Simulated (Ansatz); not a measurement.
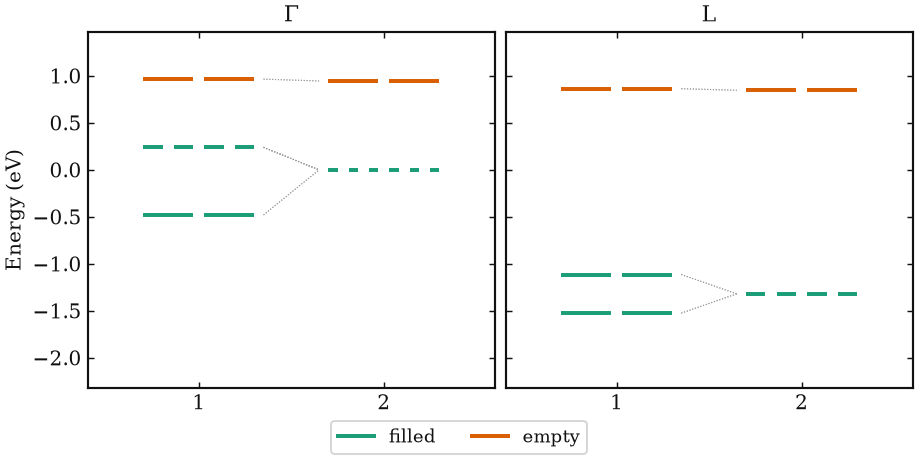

Levels at Γ and L, each bar one state with spin counted. Zero is the valence top without spin-orbit coupling, and the two sets are aligned on the mean of the six top valence states at Γ.

System: zincblende GaSb, space group F-43m (No. 216), 2 atoms in the primitive cell, volume scaled by a factor 0.94; cubic a = 5.993 Å. Run without spin-orbit coupling: r2SCAN, Ansatz PAW, 8×8×8 k mesh, 500 eV cutoff, Fermi-Dirac smearing of 0.05 eV (Ansatz 0.2.0). Run with it: r2SCAN, Ansatz PAW, 8×8×8 k mesh, 500 eV cutoff, Fermi-Dirac smearing of 0.05 eV (Ansatz). Neither carries moments.

**Which column includes spin-orbit coupling?**

Column 1: it splits levels that are degenerate in column 2.

**How does spin-orbit coupling split the valence top at Γ?**

The threefold valence top at Γ (six states with spin) splits into a fourfold level on top and a twofold one 0.72 eV below it, the split-off level.

**What happens to the direct gaps?**

The vertical gap goes from 0.95 to 0.73 eV at Γ and from 2.17 to 1.98 eV at L. A third of the splitting is 0.24 eV, which accounts for the change at Γ: the fourfold level rises by about that much.

**And the smallest gap over all k points computed?**

It narrows from 0.85 eV (valence top at Γ, conduction bottom at L) to 0.62 eV.

The PAW data sets were made with another functional. LDA, GGA and most meta-GGA functionals understate gaps.
